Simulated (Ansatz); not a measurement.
**AlN: 9 runs along one coordinate**

System: AlN (4 atoms in the cell).
Method: DFT LDA, scalar-relativistic, plane waves, PAW, no spin polarisation (Ansatz 0.2.0).

The 9 runs differ only in the geometry, by a strain of the cell at fixed fractional positions. Against run 5, the strain is εxx = η. The structure derives from a Materials Project entry.

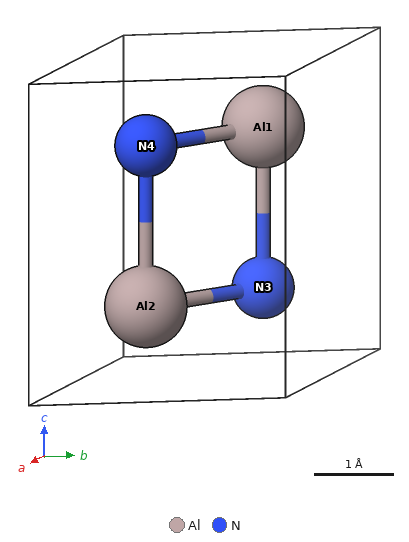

Figure 1. The structure of run 5 (ball-and-stick view of the cell of the calculation, seen slightly off an axis; atoms are numbered from 1 in the order of the input).

## Input of run 5
```yaml
crystal:
  lattice:
    - [3.3286763205, 0.0, 0.0]
    - [-1.6643381603, 2.8683763727, 0.0]
    - [0.0, 0.0, 4.187563]
  atoms:
    - { symbol: Al, position: [0.3333333333, 0.6666666667, 0.75] }
    - { symbol: Al, position: [0.6666666667, 0.3333333333, 0.25] }
    - { symbol: "N", position: [0.3333333333, 0.6666666667, 0.25] }
    - { symbol: "N", position: [0.6666666667, 0.3333333333, 0.75] }
basis:
  ecutwfc: 420
kpoints:
  mp_grid: { grid: [9, 9, 6] }
hamiltonian:
  xc: lda
scf:
  occupations: { method: gaussian, width: 0.05 }
output:
  forces: true
  stress: true
  eigenvalues: true
```

Lattice vectors (Å) and fractional positions of run 5:
```
   3.328676    0.000000    0.000000
  -1.664338    2.868376    0.000000
   0.000000    0.000000    4.187563
Al  0.333333  0.666667  0.750000
Al  0.666667  0.333333  0.250000
N   0.333333  0.666667  0.250000
N   0.666667  0.333333  0.750000
```

Run 8 differs from it as follows:
```diff
-    - [3.3286763205, 0.0, 0.0]
-    - [-1.6643381603, 2.8683763727, 0.0]
+    - [3.3700777673, 0.0, 0.0]
+    - [-1.6850388836, 2.8683763727, 0.0]
```

## Results, with one run withheld

| run | strain parameter η (%) | free energy per atom, from the lowest run given (meV) | pressure (GPa) | gap on the mesh (eV) |
| --- | --- | --- | --- | --- |
| 1 | −2.4876 | 0.00 | −4.27 | 3.40 |
| 2 | −1.9900 | 0.29 | −5.44 | 3.37 |
| 3 | −1.4925 | 1.29 | −6.56 | 3.34 |
| 4 | −0.9950 | 2.99 | −7.65 | 3.31 |
| 5 | 0.0000 | 8.33 | −9.70 | 3.25 |
| 6 | 0.4975 | 11.94 | −10.68 | 3.21 |
| 7 | 0.9950 | 16.12 | −11.62 | 3.18 |
| 8 | 1.2438 | ? | ? | ? |
| 9 | 1.4925 | 20.86 | −12.52 | 3.15 |

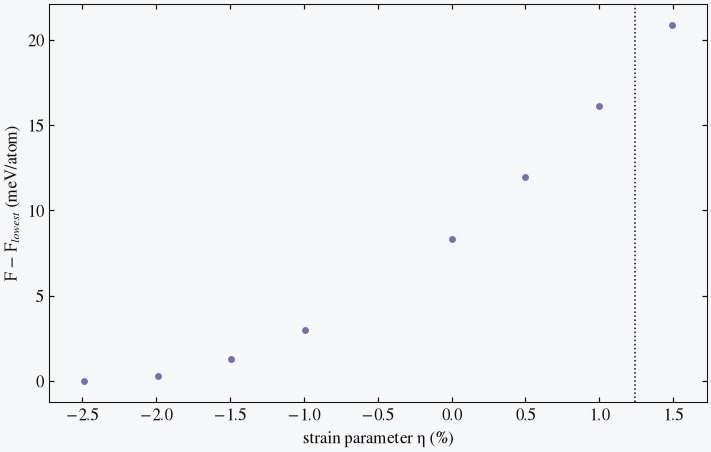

Figure 2. Free energy per atom of the runs given; the dotted line marks run 8.

Fit the runs given and predict run 8.

A cubic polynomial in the coordinate, fitted to the 8 runs given, misses them by under 0.01 meV per atom. With x = η + 0.4975, it reads F = 5.3426 + 5.3841 x + 1.2848 x² − 0.036093 x³ (meV per atom). At run 8 it gives 18.42 meV per atom, and the run itself gives 18.43. The fit has its minimum at η = −2.4347 %. The gap on the mesh goes, without turning, from 3.40 eV in run 1 to 3.15 eV in run 9; run 8 has 3.17 eV. These are gaps of this functional on this mesh, which can miss the band edges; they aren't the measured gap.

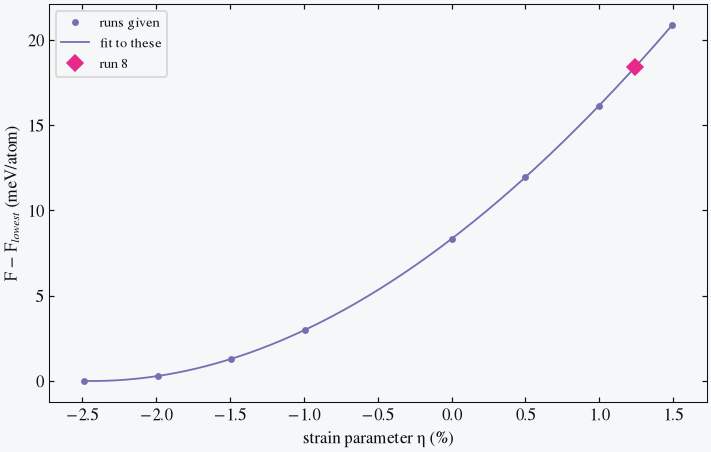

Figure 3. The fit and the withheld run.

## Output, shortened to warnings, some set-up lines, iterations and results (run 8)
```
Basis set: ecut = 420 eV, 777 PW (Γ)
Symmetry: 8 space group operations
k-points: 100 of 486
Initial density: superposition of atomic densities (neutral atoms: chi_scale 0, normalization atom), corrected by the library's trained network
[...]
SCF iter   1: F=—  HF=-1779.261730 eV  |F-HF|=—  |Δ(HF+E_count)|=         —  Δρ=7.22e-3  dr2=2.33e-2  ethr=1.77e-3  ⟨swp⟩=5.6  Hψ=7779  notcnv=0
SCF iter   2: F=—  HF=-1779.255481 eV  |F-HF|=—  |Δ(HF+E_count)|=   6.25e-3  Δρ=4.02e-3  dr2=3.47e-3  ethr=1.45e-4  ⟨swp⟩=2.6  Hψ=3034  notcnv=0
SCF iter   3: F=—  HF=-1779.254379 eV  |F-HF|=—  |Δ(HF+E_count)|=   1.10e-3  Δρ=1.34e-3  dr2=3.45e-4  ethr=2.17e-5  ⟨swp⟩=2.1  Hψ=1837  notcnv=0
SCF iter   4: F=—  HF=-1779.254230 eV  |F-HF|=—  |Δ(HF+E_count)|=   1.48e-4  Δρ=1.73e-4  dr2=5.49e-6  ethr=2.16e-6  ⟨swp⟩=2.0  Hψ=1798  notcnv=0
SCF iter   5: F=—  HF=-1779.254229 eV  |F-HF|=—  |Δ(HF+E_count)|=   1.39e-6  Δρ=6.79e-6  dr2=6.00e-9  ethr=3.43e-8  ⟨swp⟩=2.0  Hψ=1931  notcnv=0
SCF iter   6: F=-1779.254229 eV  HF=-1779.254229 eV  |F-HF|=3.05e-11  |Δ(HF+E_count)|=   3.69e-9  Δρ=1.03e-6  dr2=1.76e-10  ethr=3.75e-11  ⟨swp⟩=1.8  Hψ=3752  notcnv=0
SCF 1 converged in 6 iterations: F = -1779.254229 eV  dr2 = 1.76e-10
SCF converged after 6 iterations
Free energy (F): -1779.254229 eV
Harris-Foulkes:  -1779.254229 eV  (|F-HF|=3.05e-11)
Internal energy: -1779.254229 eV  (E = F + TS)
E sigma→0 (E₀):  -1779.254229 eV
Fermi energy:    10.035554 eV
--- Per-component energies (eV) ---
  E_band       = 33.986007
  E_kinetic    = 317.645242
  E_local      = -439.293298  (includes V_loc(G=0)·N_el)
  E_nonlocal   = 112.966542
  E_hartree    = 153.271241
  E_xc         = -201.333301
  E_vxc        = -215.506730  (∫ρ·V_xc dr)
  E_paw        = -1122.994397  (= ΣΔE_a)
  E_vpaw       = -48.368358  (= ΣTr[D̂ρ^β])
  E_aug_tail   = 0.000182  (compensation charges beyond the density's cutoff)
  E_ewald      = -599.787961
  E_core_change = 0.271521  (= ΣΔE_core)
  E_smearing   = -0.000000  (= −TS)
  E_closure    = -0.000000  (closes the sum)
  Σ components = -1779.254229   (vs F -1779.254229, Δ=0.00e0)
--- Forces (eV/Å), atoms counted from 1 ---
  atom   1  Al    -0.00000000    -0.15327782     0.00000000
  atom   2  Al     0.00000000     0.15327782     0.00000000
  atom   3  N     -0.00000000    -0.19731989     0.00000000
  atom   4  N      0.00000000     0.19731989     0.00000000
  max |Σ_I F_I| component: 0.00e0 eV/Å
--- Stress (GPa, compression-positive) ---
      -15.275883       0.000000       0.000000
        0.000000      -9.986371       0.000000
        0.000000       0.000000     -10.954244
  P = ⅓ Tr σ = -12.0722 GPa (-120.722 kbar)
```
